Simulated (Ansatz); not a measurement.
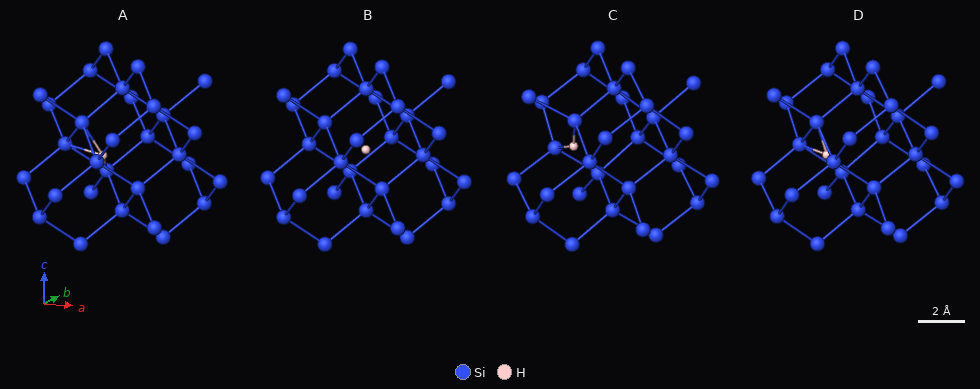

4 geometries from one relaxation of a defect cell of composition Si16H (cell charge +1), in shuffled order. The picture is a ball-and-stick view of the atoms within 5.0 Å of the atom that moves most (axes of the conventional cell (4 times the calculation's cell) (origin shifted)), seen slightly off an axis. Lengths and directions refer to the drawn axes.

It is an interstitial H in diamond Si. The run prepares the start of a later molecular dynamics calculation, from a guessed geometry.

Level of theory: Ansatz 0.2.0, DFT PBEsol, scalar-relativistic, plane waves, PAW. Set-up: plane-wave cutoff 420 eV; k-point mesh 2 × 2 × 2; occupations fermi dirac; smearing width 0.02 eV; no spin polarisation; atoms relaxed in a fixed cell; force threshold 0.08 eV/Å; at most 25 steps.

### Put them in the order of the run, from the start to the converged end.

B, A, D, C. They are steps 0, 5, 9, 14, at +0.996 eV per cell of the calculation, +0.516 eV per cell of the calculation, +0.301 eV per cell of the calculation relative to the last. After 14 geometry steps the energy has fallen by 0.996 eV per cell of the calculation. The largest force component goes from 0.26 to 0.078 eV/Å. The atom that moves furthest is the H atom (1.63 Å roughly along [−2 −1 0]). Largest moves by element: H 1.63 Å, Si 0.34 Å. The lattice vectors keep their values. Some distances before and after: H–Si 2.702 → 1.612 Å, H–Si 2.343 → 1.615 Å, Si–Si 2.351 → 2.951 Å, Si–Si 2.351 → 2.323 Å. New bonds form: H–Si (2.34 → 1.61 Å), H–Si (2.70 → 1.61 Å). Bond angles that change, for instance: Si–Si–Si 109.5° → 99.2°, Si–Si–Si 109.5° → 102.6°, Si–Si–Si 109.5° → 115.6°.

Limits of the set-up: the program's low-accuracy preset was used; the periodic images lie only 7.7 Å apart, so the values are limited by the cell's size; the cell is charged, on a uniform background, and energies carry no finite-size correction.
